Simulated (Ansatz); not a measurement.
# Single-point calculation of CoO

- system: CoO (Pm-3m, 4 atoms in the cell)
- method: DFT PBEsol, scalar-relativistic, plane waves, PAW, spin-polarised (Ansatz 0.2.0)

The structure was built on a prototype by a generator; it need not be a known phase. It belongs to a series of runs on one base structure; here: antiferromagnetic, doubled cell, propagation vector (1/2, 1/2, 1/2). Figures and captions count atoms from 1; the log counts them from 0 in places.

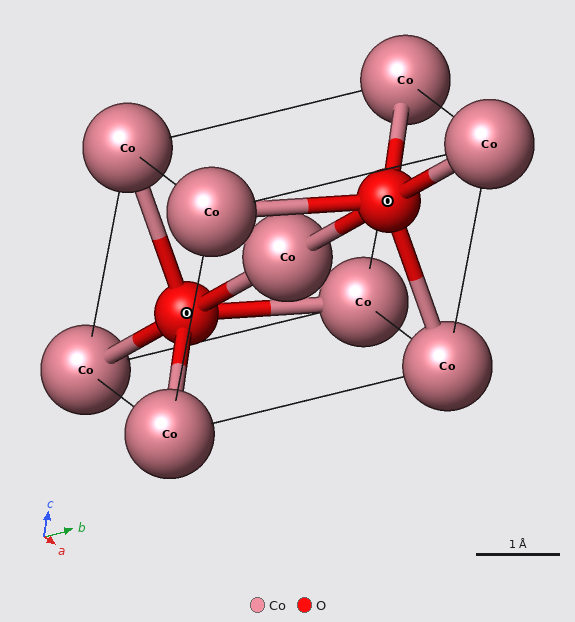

*The input geometry (ball-and-stick view of the reduced cell, seen slightly off an axis). An atom can appear more than once, as a periodic image.*

Near neighbours in the periodic cell (some may lie outside the picture): Co has 8 O at 2.23 Å; O has 8 Co at 2.23 Å.

## Input
```yaml
crystal:
  lattice:
    - [2.5724608895, 0.0, 2.5724608895]
    - [0.0, 2.5724608895, 2.5724608895]
    - [0.0, 0.0, 5.144921779]
  atoms:
    - { symbol: Co, position: [0.0, 0.0, 0.0], spin: 3.0 }
    - { symbol: O, position: [0.5, 0.5, 0.75] }
    - { symbol: Co, position: [0.0, 0.0, 0.5], spin: -3.0 }
    - { symbol: O, position: [0.5, 0.5, 0.25] }
basis:
  ecutwfc: 420
kpoints:
  mp_grid: { grid: [16, 16, 8] }
hamiltonian:
  xc: pbesol
scf:
  occupations: { method: gaussian, width: 0.1 }
  lower_state_search: "off"
output:
  forces: true
  stress: true
  eigenvalues: true
  populations: true
  write_density: true
  write_potential: true
  elf: true
  volumetric_format: npy
magnetization:
  spin_polarized: true
```

Run on 1 thread of Arm Neoverse V1, 24 GiB of memory available, shared host.

Command:
```bash
ansatz run input.yaml --threads 1 --pin off --max-ram 2560MiB --backend cpu --events-out ev --progress --plain --runs-dir out
```

## Output
```
Engine: ansatz 0.2.0, aarch64-unknown-linux-gnu
Pseudopotentials: kind: paw
Pseudopotential: Co, paw, valence charge 17, recommended cutoff 420 eV (normal), Co.paw.azcp
Pseudopotential: O, paw, valence charge 6, recommended cutoff 420 eV (normal), O.paw.azcp
Functional definition: PBEsol
  exchange = pbesol_x
  correlation = pbesol_c
Crystal: 4 atoms, lattice volume = 34.047 Å³
Basis set: ecut = 420 eV, 645 PW (Γ), exchange–correlation on 50×50×72 points (8 copies of the dense FFT grid, shifted against one another)
Bands: 32, of which v1, the nominal top of the filled ones, is band 23 counted from 1 (22 counted from 0)
Symmetry: 48 space group operations
Space group: Fm-3m (ITA 225), of the structure as read, at distance tolerance 3.2e-5 Å
Magnetic group: BNS 225.121 (UNI 1623), of the structure as read, at distance tolerance 3.2e-5 Å
k-points: 85 of 2048
Non-local potential: Co, projectors of the file, l = 0: 3, l = 1: 2, l = 2: 3, l = 3: 1
Non-local potential: O, projectors of the file, l = 0: 2, l = 1: 2, l = 2: 1
PAW form: soft (Blöchl's): semilocal exchange-correlation on the pseudo side does not see the compensation charge
PAW frozen core: Co, regenerated for the run's functional, and the local potential with it (the file was generated under x = pbe(κ = 0.804, μ = 0.2195149727645171), c = pbe(β = 0.06672455060314922))
PAW frozen core: O, regenerated for the run's functional, and the local potential with it (the file was generated under x = pbe(κ = 0.804, μ = 0.2195149727645171), c = pbe(β = 0.06672455060314922))
PAW one-centre angular grid: Co, 590 points (default); XC on 64 Gauss nodes
PAW one-centre angular grid: O, 110 points (default); XC on 64 Gauss nodes
Initial density: superposition of atomic densities (chi_scale 0.1, normalization cell, long waves kept (reshape's long-wave potential 0.00 eV rms))
Starting moments: Σ|m| = 6 μB on 2 of 4 sites
Starting magnetic order: antiferromagnet; a translation exchanges its spin sublattices: spin-degenerate at every k-point
Initial wavefunctions: pseudopotential atomic-orbital guess
Functional: x = pbesol(κ = 0.804, μ = 0.12345679012345678), c = pbesol(β = 0.046)
SCF iter   1: F=—  HF=-11311.282501 eV  |F-HF|=—  |Δ(HF+E_count)|=         —  Δρ=3.78e-1 (↑3.78e-1 ↓3.78e-1)  dr2=1.04e2  dr2_m=1.71e1  M=0.000 μB ∫|m|=1.542 μB  β_m=0.30  ethr=3.10e-3  ⟨swp⟩=5.0  Hψ=9651  notcnv=0  defer=65
preconditioner: auto → Kerker (q_TF=auto, 2.869 Å⁻¹)  [metal: Δε(μ)=0.008 eV  Ē_g=13.030 eV  σ=0.100 eV  W_gap=0.04  n_scr=14 (ndim 8)  ℏωp=34.9 eV  f_vac=0.000  D(μ)=2.83/eV (n_scr^D=26)]
spin=Collinear: Kerker preconditioning applied to the charge; magnetization (m = ρ↑ − ρ↓) channel mixes plain (no charge-response kernel on spin).
SCF iter   2: F=—  HF=-11304.652309 eV  |F-HF|=—  |Δ(HF+E_count)|=    6.63e0  Δρ=1.25e-1 (↑1.25e-1 ↓1.25e-1)  dr2=9.56e0  dr2_m=4.14e-1  M=0.000 μB ∫|m|=5.166 μB  β_m=0.30  ethr=3.10e-3  ⟨swp⟩=3.2  Hψ=6962  notcnv=0  defer=189
SCF iter   3: F=—  HF=-11303.140097 eV  |F-HF|=—  |Δ(HF+E_count)|=    1.51e0  Δρ=6.27e-2 (↑6.27e-2 ↓6.27e-2)  dr2=1.12e0  dr2_m=4.69e-1  M=0.000 μB ∫|m|=4.929 μB  β_m=0.30  ethr=3.10e-3  ⟨swp⟩=3.6  Hψ=5940  notcnv=0  defer=180
Mixer restart at iter 3: flushing history
spin-set hold released at iteration 3 (the charge has settled, or the pull on large starting moments outlasts its swing): the magnetisation degrees of freedom join the quasi-Newton model from the next iteration; the mixer history was flushed
SCF iter   4: F=—  HF=-11303.181598 eV  |F-HF|=—  |Δ(HF+E_count)|=   4.15e-2  Δρ=4.16e-2 (↑4.16e-2 ↓4.16e-2)  dr2=1.35e-1  dr2_m=3.80e-1  M=0.000 μB ∫|m|=4.748 μB  β_m=0.46  ethr=2.43e-3  ⟨swp⟩=2.1  Hψ=4443  notcnv=0  defer=192
SCF iter   5: F=—  HF=-11303.373839 eV  |F-HF|=—  |Δ(HF+E_count)|=   1.92e-1  Δρ=2.23e-2 (↑2.23e-2 ↓2.23e-2)  dr2=1.28e-1  dr2_m=5.58e-2  M=0.000 μB ∫|m|=4.816 μB  β_m=0.60  ethr=2.93e-4  ⟨swp⟩=2.0  Hψ=3756  notcnv=0  defer=192
SCF iter   6: F=—  HF=-11303.453428 eV  |F-HF|=—  |Δ(HF+E_count)|=   7.96e-2  Δρ=7.17e-3 (↑7.17e-3 ↓7.17e-3)  dr2=3.51e-2  dr2_m=3.45e-3  M=0.000 μB ∫|m|=4.814 μB  β_m=0.80  ethr=2.78e-4  ⟨swp⟩=2.0  Hψ=5115  notcnv=0  defer=197
SCF iter   7: F=—  HF=-11303.449603 eV  |F-HF|=—  |Δ(HF+E_count)|=   3.82e-3  Δρ=9.26e-4 (↑9.26e-4 ↓9.26e-4)  dr2=2.83e-4  dr2_m=2.81e-5  M=0.000 μB ∫|m|=4.791 μB  β_m=0.73  ethr=7.64e-5  ⟨swp⟩=2.0  Hψ=3402  notcnv=0  defer=197
SCF iter   8: F=—  HF=-11303.449671 eV  |F-HF|=—  |Δ(HF+E_count)|=   6.81e-5  Δρ=5.71e-4 (↑5.71e-4 ↓5.71e-4)  dr2=1.53e-4  dr2_m=1.10e-5  M=0.000 μB ∫|m|=4.790 μB  β_m=0.87  ethr=6.15e-7  ⟨swp⟩=2.0  Hψ=3715  notcnv=0  defer=197
SCF iter   9: F=—  HF=-11303.449709 eV  |F-HF|=—  |Δ(HF+E_count)|=   3.79e-5  Δρ=1.79e-4 (↑1.79e-4 ↓1.79e-4)  dr2=1.57e-5  dr2_m=1.72e-6  M=0.000 μB ∫|m|=4.792 μB  β_m=0.85  ethr=3.33e-7  ⟨swp⟩=2.3  Hψ=4511  notcnv=0  defer=197
SCF iter  10: F=—  HF=-11303.449716 eV  |F-HF|=—  |Δ(HF+E_count)|=   6.65e-6  Δρ=4.52e-5 (↑4.52e-5 ↓4.52e-5)  dr2=7.35e-7  dr2_m=2.03e-7  M=0.000 μB ∫|m|=4.793 μB  β_m=0.93  ethr=3.41e-8  ⟨swp⟩=2.7  Hψ=4629  notcnv=0  defer=197
SCF iter  11: F=-11303.449716 eV  HF=-11303.449716 eV  |F-HF|=1.32e-8  |Δ(HF+E_count)|=   2.84e-7  Δρ=4.46e-6 (↑4.46e-6 ↓4.46e-6)  dr2=1.64e-8  dr2_m=2.84e-10  M=0.000 μB ∫|m|=4.793 μB  ethr=2.17e-10  ⟨swp⟩=12.8  Hψ=18032  notcnv=0
SCF 1 converged in 11 iterations: F = -11303.449716 eV  dr2 = 1.64e-8
  greatest PAW one-centre occupation: 1.004 electrons in one spin orbital (limit 2), on the Co atom at site 2 (counted from 0), in its partial waves of l = 1
```

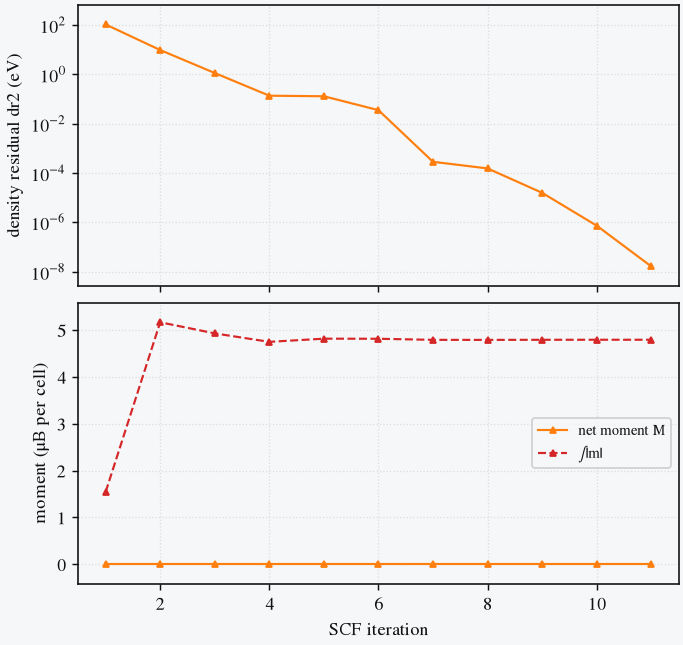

*Convergence of the self-consistent field: density residual dr2 and magnetic moment against the SCF iteration.*

The residual falls at every step. The net moment stays at 0.0 μB per cell.

```
SCF converged after 11 iterations
Magnetization: 0.0000 μB (23.0000 up, 23.0000 down)
Absolute magnetization: 4.7929 μB (∫|ρ↑−ρ↓|, with the PAW one-centre terms)
Spin contamination: 2.5191 ħ² per cell (⟨S²⟩ above its minimum at these occupations)
Per-site moments (μB) at R_I (Å): [(2.273559645472289, 0.9189742982264265), (1.0115521071769848e-17, 0.9189742982264265), (-2.273559645472289, 0.9189742982264265), (-1.0115521071769878e-17, 0.9189742982264267)]
Free energy (F): -11303.449716 eV
Harris-Foulkes:  -11303.449716 eV  (|F-HF|=1.32e-8)
Internal energy: -11303.446791 eV  (E = F + TS)
E sigma→0 (E₀):  -11303.448254 eV
Entropy (-TS):   -0.002925 eV (-0.731 meV/atom)
Fermi energy:    16.227818 eV
--- Per-component energies (eV) ---
  E_band       = -508.832551
  E_kinetic    = 1239.289196
  E_local      = -6394.134441  (includes V_loc(G=0)·N_el)
  E_nonlocal   = 1031.674072
  E_hartree    = 2628.757754
  E_xc         = -454.748128
  E_vxc        = -587.528074  (∫ρ·V_xc dr)
  E_paw        = -3277.313987  (= ΣΔE_a)
  E_vpaw       = -1055.643407  (= ΣTr[D̂ρ^β])
  E_aug_tail   = 0.004881  (compensation charges beyond the density's cutoff)
  E_ewald      = -6077.423553
  E_core_change = 0.447414  (= ΣΔE_core)
  E_smearing   = -0.002925  (= −TS)
  E_closure    = 0.000000  (closes the sum)
  Σ components = -11303.449716   (vs F -11303.449716, Δ=0.00e0)
--- Forces (eV/Å), atoms counted from 1 ---
  atom   1  Co     0.00000000     0.00000000     0.00000000
  atom   2  O      0.00000000    -0.00000000    -0.00000000
  atom   3  Co    -0.00000000    -0.00000000    -0.00000000
  atom   4  O     -0.00000000     0.00000000    -0.00000000
  max |Σ_I F_I| component: 7.36e-30 eV/Å
--- Stress (GPa, compression-positive) ---
       -1.590921       0.000000      -0.000000
       -0.000000      -1.590921       0.000000
        0.000000       0.000000      -1.590921
  P = ⅓ Tr σ = -1.5909 GPa (-15.909 kbar)
--- Band table (eV; the first three rows and the last of 170) ---
  k-point 0 ↑: bands = ["-80.3355", "-77.5759", "-43.7650", "-43.7650", "-43.7650", "-41.0640", "-41.0640", "-41.0640", "-4.5745", "-1.2843", "8.7374", "8.7374", "8.7374", "12.5016", "12.5016", "13.2492", "13.2492", "13.2492", "14.6197", "14.6197", "14.6197", "16.1462", "16.1462", "17.2812", "17.7780", "17.7780", "17.7780", "22.9460", "22.9460", "22.9460", "31.9230", "31.9230"]
  k-point 1 ↑: bands = ["-80.3354", "-77.5759", "-43.7655", "-43.7650", "-43.7650", "-41.0650", "-41.0643", "-41.0643", "-4.4399", "-1.4330", "8.8570", "8.8570", "9.0328", "12.1712", "12.1712", "12.4460", "13.4375", "13.4375", "14.6577", "14.6757", "14.6757", "15.9650", "15.9650", "17.3182", "17.6702", "17.6702", "18.1476", "22.9657", "23.5275", "23.5275", "31.6435", "31.6435"]
  k-point 2 ↑: bands = ["-80.3353", "-77.5759", "-43.7665", "-43.7649", "-43.7649", "-41.0670", "-41.0650", "-41.0650", "-4.0651", "-1.8193", "9.1964", "9.1964", "9.7226", "11.3312", "11.6156", "11.6156", "13.5217", "13.5217", "14.1628", "14.8718", "14.8718", "15.5666", "15.5666", "16.6857", "17.4986", "17.4986", "19.8447", "22.9084", "24.9729", "24.9729", "31.0338", "31.0338"]
  k-point 84 ↓: bands = ["-80.3352", "-77.5760", "-43.7685", "-43.7685", "-43.7657", "-41.0671", "-41.0666", "-41.0666", "-2.7792", "-2.7792", "8.0528", "8.0693", "10.7281", "10.7281", "11.9674", "13.1314", "13.1576", "13.3030", "13.7577", "13.7577", "15.3573", "15.8809", "15.9541", "16.4449", "16.4449", "17.1447", "23.4537", "23.8046", "25.2064", "25.2064", "29.9623", "30.2219"]
--- Löwdin populations: 4 sites ---
  site symbol       q [e]    m [muB]
     0     Co     16.0135     2.2796
     1      O      6.8518    -0.0000
     2     Co     16.0135    -2.2796
     3      O      6.8518    -0.0000
  spilling = 0.005856 (of n_electrons = 46.000000)
```

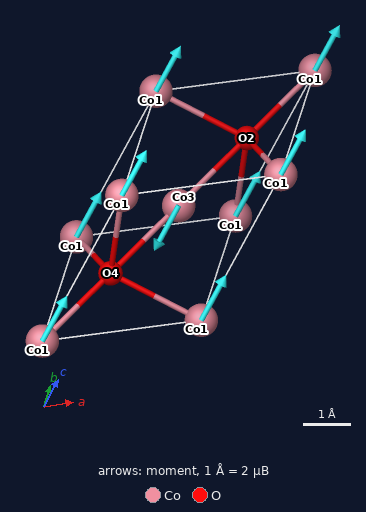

*Magnetic moments of the sites as teal arrows (ball-and-stick view of the reduced cell, seen at an oblique angle; atoms are numbered from 1 in the order of the input); small moments hardly show. The run is collinear, so the axis drawn is arbitrary.*

Site moments: Co1 (2.27 μB); Co3 (−2.27 μB). They are counted near the atoms and needn't add up to the moment of the cell.

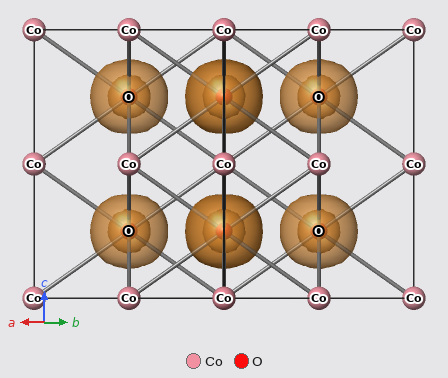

*Isosurface of the ELF at 0.75 (orange), seen along [110]. Core shells and regions of very low density are left out. Sticks mark near contacts. The outline is the cell set on symmetry axes of the magnetic structure.*

Values along the shortest contacts: Co–O (2.23 Å): the ELF is about 0.15 at the midpoint. Core electrons are frozen (PAW), so the fields are smoothed inside the atomic spheres.

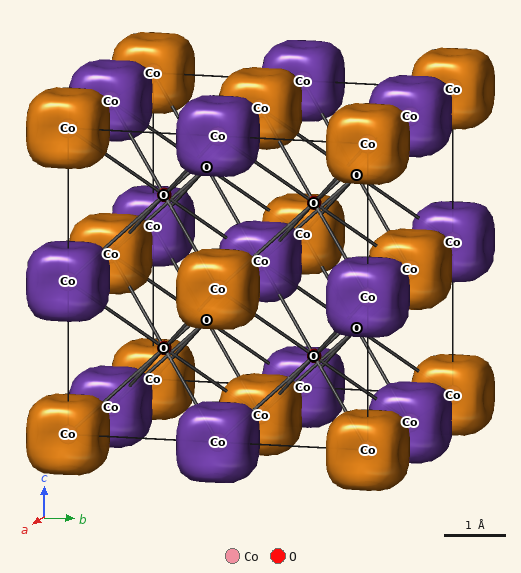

*Isosurfaces of the magnetisation density (up minus down) at +0.3 (orange) and −0.3 e/Å³ (purple), seen slightly off an axis. Sticks mark near contacts. The outline is the cell set on symmetry axes of the magnetic structure.*

The cell of the calculation (4 atoms) carries 0.0 μB net.

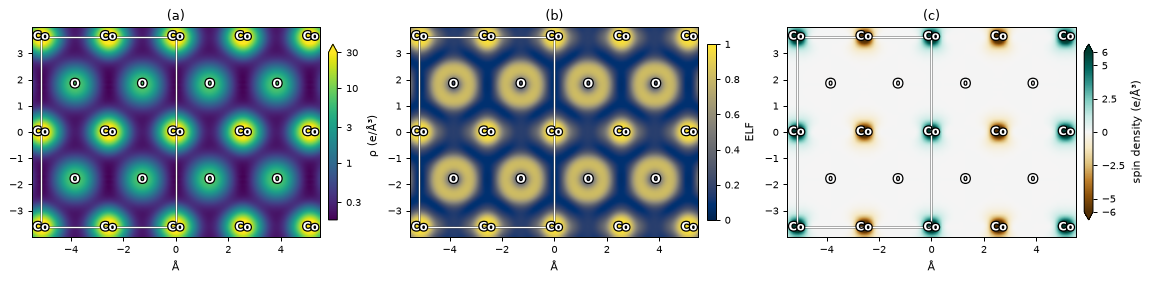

*(a) valence charge density (pseudo); (b) electron localisation function; (c) magnetisation density (up minus down) on the (011) plane of the conventional cell of the magnetic structure.*

The section cuts through Co and O sites. Co–O (2.23 Å): ρ is about 0.36 e/Å³ halfway; the ELF is about 0.15 at the midpoint. Away from the nuclei the density in this plane falls to 0.17 e/Å³ at its lowest. The strong features right at Co lie inside the PAW spheres (semicore, d or f shells) and say nothing about bonding. The cell of the calculation (4 atoms) carries 0.0 μB net.

## Key numbers

| quantity | value |
| --- | --- |
| outcome | converged |
| space group (tolerance 0.01 Å) | Pm-3m (221) |
| electrons treated | 46 |
| free energy | −11303.4497 eV |
| Fermi energy | 16.228 eV |
| gap on the k-point mesh | 0.15 eV |
| net moment of the cell | 0.00 μB |
| integrated absolute moment | 4.79 μB |
| pressure | −1.59 GPa |
| largest force (length of the vector) | under 0.001 eV/Å |
| wall time | 9.5 s |
| peak memory | 0.4 GiB |

Semilocal DFT without U tends to delocalise the d electrons of such compounds and to underestimate the gap.
